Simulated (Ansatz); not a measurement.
**A series of single points on CoSi**

System: CoSi (P1, 8 atoms in the cell).
Method: DFT PBE, scalar-relativistic, plane waves, PAW, no spin polarisation (Ansatz 0.2.0).

The 5 runs differ only in the geometry, by a shift of atoms along one path in a fixed cell. The shift s is measured from run 3: Co1 moves along the Cartesian direction (0.34, −0.47, −0.81). The structure derives from an entry of the Crystallography Open Database.

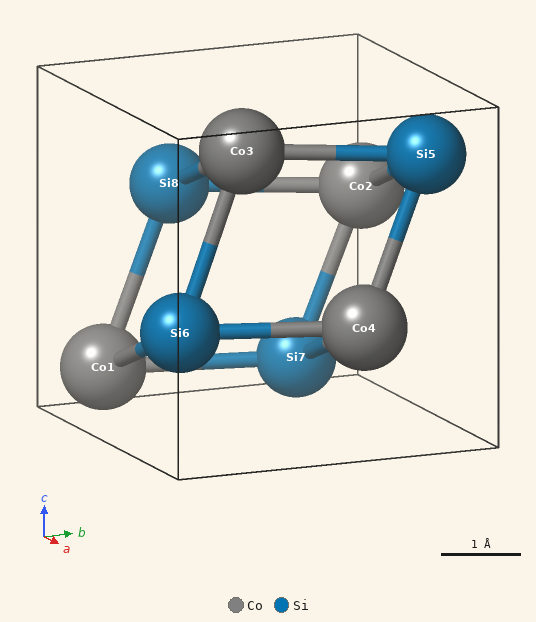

Figure 1. The structure of run 3 (ball-and-stick view of the cell of the calculation, seen slightly off an axis; atoms are numbered from 1 in the order of the input).

**Input of run 3**
```yaml
crystal:
  lattice:
    - [4.4308490603, 0.0, 0.0]
    - [0.0, 4.4308490603, 0.0]
    - [0.0, 0.0, 4.4308490603]
  atoms:
    - { symbol: Co, position: [0.1488715644, 0.139696929, 0.1358442762] }
    - { symbol: Co, position: [0.3549810884, 0.8549810884, 0.6450189116] }
    - { symbol: Co, position: [0.6450189116, 0.3549810884, 0.8549810884] }
    - { symbol: Co, position: [0.8549810884, 0.6450189116, 0.3549810884] }
    - { symbol: Si, position: [0.8431597103, 0.8431597103, 0.8431597103] }
    - { symbol: Si, position: [0.6568402897, 0.1568402897, 0.3431597103] }
    - { symbol: Si, position: [0.3431597103, 0.6568402897, 0.1568402897] }
    - { symbol: Si, position: [0.1568402897, 0.3431597103, 0.6568402897] }
basis:
  ecutwfc: 420
kpoints:
  mp_grid: { grid: [10, 10, 10] }
hamiltonian:
  xc: pbe
scf:
  occupations: { method: gaussian, width: 0.15 }
output:
  forces: true
  stress: true
  eigenvalues: true
```

Command:
```bash
ansatz run input.yaml --threads 2 --pin off --max-ram 5120MiB --backend cpu --events-out ev --progress --plain --runs-dir out
```

Lattice vectors (Å) and fractional positions of run 3:
```
   4.430849    0.000000    0.000000
   0.000000    4.430849    0.000000
   0.000000    0.000000    4.430849
Co  0.148872  0.139697  0.135844
Co  0.354981  0.854981  0.645019
Co  0.645019  0.354981  0.854981
Co  0.854981  0.645019  0.354981
Si  0.843160  0.843160  0.843160
Si  0.656840  0.156840  0.343160
Si  0.343160  0.656840  0.156840
Si  0.156840  0.343160  0.656840
```

Run 4 differs from it as follows:
```diff
-    - { symbol: Co, position: [0.1488715644, 0.139696929, 0.1358442762] }
+    - { symbol: Co, position: [0.1565768701, 0.1290529639, 0.1174950054] }
```

**Results, with one run withheld**

| run | shift s of Co1 (Å) | free energy per atom, from the lowest run given (meV) | pressure (GPa) | force along the path (eV/Å) |
| --- | --- | --- | --- | --- |
| 1 | −0.2500 | 29.19 | 1.04 | 2.540 |
| 2 | −0.1500 | 5.76 | 0.13 | 1.230 |
| 3 | 0.0000 | 0.00 | 0.19 | −0.608 |
| 4 | 0.1000 | ? | ? | ? |
| 5 | 0.1500 | 29.01 | 1.85 | −2.515 |

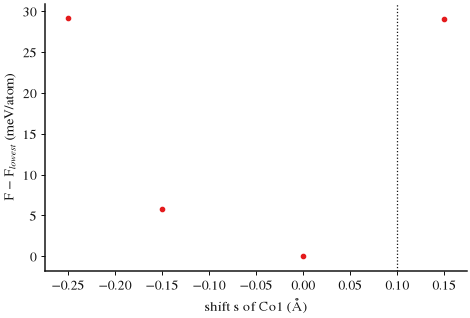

Figure 2. Free energy per atom of the runs given; the dotted line marks run 4.

Fit the runs given and predict run 4.

A quadratic polynomial in the coordinate, fitted to the 4 runs given, misses them by at most 0.06 meV per atom. With x = s + 0.0625, it reads F = −1.8511 − 19.756 x + 776.76 x² (meV per atom). At run 4 it gives 15.45 meV per atom, and the run itself gives 15.35. The slope of the fit gives a force −dF/ds of −1.862 eV/Å along the path (summed over the atoms that move), and the printed forces give −1.859 eV/Å. The fit has its minimum at s = −0.0498 Å.

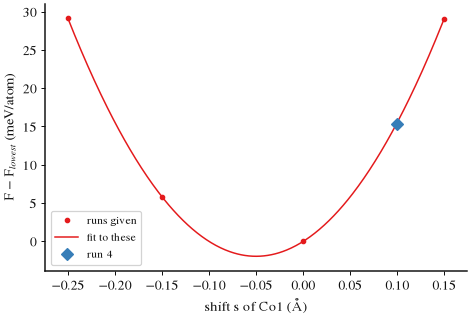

Figure 3. The fit and the withheld run.

**Output, shortened to warnings, some set-up lines, iterations and results (run 4)**
```
Basis set: ecut = 420 eV, 1743 PW (Γ), exchange–correlation on 60×60×60 points (8 copies of the dense FFT grid, shifted against one another)
Symmetry: 1 space group operations
k-points: 504 of 1000 (time reversal used)
Initial density: superposition of atomic densities (neutral atoms: chi_scale 0, normalization atom), corrected by the library's trained network
[...]
SCF iter   1: F=—  HF=-23052.562985 eV  |F-HF|=—  |Δ(HF+E_count)|=         —  Δρ=7.37e-3  dr2=1.10e-2  ethr=1.77e-3  ⟨swp⟩=6.8  Hψ=100036  notcnv=0  defer=14
SCF iter   2: F=—  HF=-23052.560081 eV  |F-HF|=—  |Δ(HF+E_count)|=   2.90e-3  Δρ=3.12e-3  dr2=2.41e-3  ethr=1.31e-5  ⟨swp⟩=2.1  Hψ=40941  notcnv=0  defer=14
SCF iter   3: F=—  HF=-23052.559769 eV  |F-HF|=—  |Δ(HF+E_count)|=   3.12e-4  Δρ=9.04e-4  dr2=3.07e-4  ethr=2.87e-6  ⟨swp⟩=2.1  Hψ=32445  notcnv=0  defer=14
SCF iter   4: F=—  HF=-23052.559780 eV  |F-HF|=—  |Δ(HF+E_count)|=   1.10e-5  Δρ=2.99e-4  dr2=3.92e-5  ethr=3.66e-7  ⟨swp⟩=2.3  Hψ=34360  notcnv=0  defer=14
SCF iter   5: F=—  HF=-23052.559990 eV  |F-HF|=—  |Δ(HF+E_count)|=   2.10e-4  Δρ=5.32e-5  dr2=1.95e-6  ethr=4.67e-8  ⟨swp⟩=2.1  Hψ=32554  notcnv=0  defer=14
SCF iter   6: F=—  HF=-23052.559990 eV  |F-HF|=—  |Δ(HF+E_count)|=   3.58e-7  Δρ=1.72e-5  dr2=2.20e-7  ethr=2.32e-9  ⟨swp⟩=2.4  Hψ=35968  notcnv=0  defer=14
SCF iter   7: F=-23052.559990 eV  HF=-23052.559990 eV  |F-HF|=1.96e-8  |Δ(HF+E_count)|=   1.61e-8  Δρ=6.28e-6  dr2=2.61e-8  ethr=1.19e-10  ⟨swp⟩=8.5  Hψ=96991  notcnv=0
SCF 1 converged in 7 iterations: F = -23052.559990 eV  dr2 = 2.61e-8
SCF converged after 7 iterations
Free energy (F): -23052.559990 eV
Harris-Foulkes:  -23052.559990 eV  (|F-HF|=1.96e-8)
Internal energy: -23052.541813 eV  (E = F + TS)
E sigma→0 (E₀):  -23052.550902 eV
Entropy (-TS):   -0.018176 eV (-2.272 meV/atom)
Fermi energy:    16.751974 eV
--- Per-component energies (eV) ---
  E_band       = -946.364935
  E_kinetic    = 2011.360390
  E_local      = -14237.970972  (includes V_loc(G=0)·N_el)
  E_nonlocal   = 1921.762157
  E_hartree    = 6181.584258
  E_xc         = -869.862838
  E_vxc        = -1025.814632  (∫ρ·V_xc dr)
  E_paw        = -8118.959497  (= ΣΔE_a)
  E_vpaw       = -1978.888625  (= ΣTr[D̂ρ^β])
  E_aug_tail   = 0.000352  (compensation charges beyond the density's cutoff)
  E_ewald      = -9940.455662
  E_smearing   = -0.018176  (= −TS)
  E_closure    = -0.000000  (closes the sum)
  Σ components = -23052.559990   (vs F -23052.559990, Δ=0.00e0)
--- Forces (eV/Å), atoms counted from 1 ---
  atom   1  Co    -0.64119278     0.85650202     1.52007988
  atom   2  Co     0.20408314    -0.14550936    -0.41100805
  atom   3  Co     0.08460823     0.01965984    -0.07069523
  atom   4  Co     0.12635077    -0.18033056    -0.06643525
  atom   5  Si    -0.25795935    -0.23083100    -0.22670189
  atom   6  Si     0.23890042    -0.07280830    -0.20744107
  atom   7  Si     0.19720098    -0.33545582    -0.06835654
  atom   8  Si     0.04800078     0.08875717    -0.46945452
  max |Σ_I F_I| component: 1.60e-5 eV/Å
--- Stress (GPa, compression-positive) ---
        0.613236      -0.187867       0.616834
       -0.187868       1.042808      -0.141992
        0.616834      -0.141992       1.701559
  P = ⅓ Tr σ = 1.1192 GPa (11.192 kbar)
```

Notes: The run has no spin polarisation, so a magnetic state may lie lower.
